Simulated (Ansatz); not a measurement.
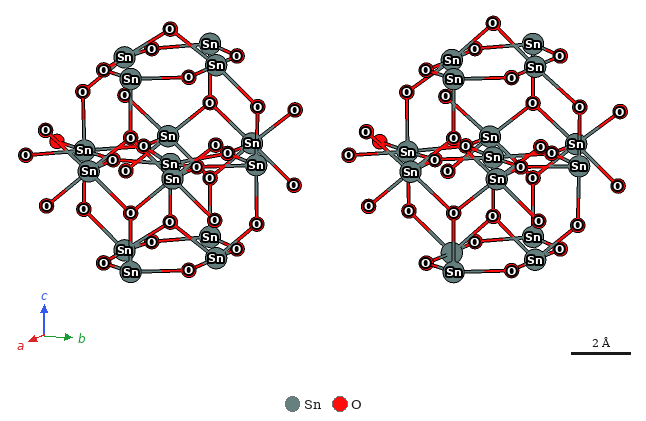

Two geometries of a defect cell of composition Sn8O15 (cell charge +1), drawn at one scale. One is the start of a relaxation, the other its converged end. A ball-and-stick model of the atoms within 5.0 Å of the atom that moves most (axes of the larger cell on standard axes (2 times the calculation's cell) (origin shifted)), seen slightly off an axis.

Theory: DFT PBEsol, scalar-relativistic, plane waves, PAW (Ansatz). (plane-wave cutoff 420 eV; k-point mesh 3 × 3 × 3; occupations gaussian; smearing width 0.02 eV; collinear spin; atoms relaxed in a fixed cell; force threshold 0.03 eV/Å; at most 40 steps)

### Which geometry has the lower energy?

The left one is the relaxed one. After 3 accepted moves (4 points after the start) the energy has fallen by 0.586 eV per cell of the calculation. Largest force component: 1.8 eV/Å at the start, 0.0092 eV/Å at the end. 1 step only repeated the SCF at the same geometry. The atom that moves furthest is a Sn atom (0.23 Å along −c). Largest moves by element: Sn 0.23 Å, O 0.20 Å. The cell doesn't change. Some distances before and after: O–Sn 2.090 → 2.012 Å, O–Sn 2.105 → 2.044 Å, O–Sn 2.069 → 2.039 Å, O–Sn 2.080 → 2.051 Å. Bond angles that change, for instance: Sn–O–Sn 96.3° → 113.5°, O–Sn–O 177.9° → 165.6°, Sn–O–Sn 131.7° → 123.3°. The program noted that the starting moments weren't kept. Cost: 3.4 min on 8 threads of Arm Neoverse V1, on a shared host, peak memory 2 GiB.

Limits of the set-up: the periodic images lie only 6.7 Å apart, so the values are limited by the cell's size; the cell is charged, on a uniform background, and energies carry no finite-size correction.
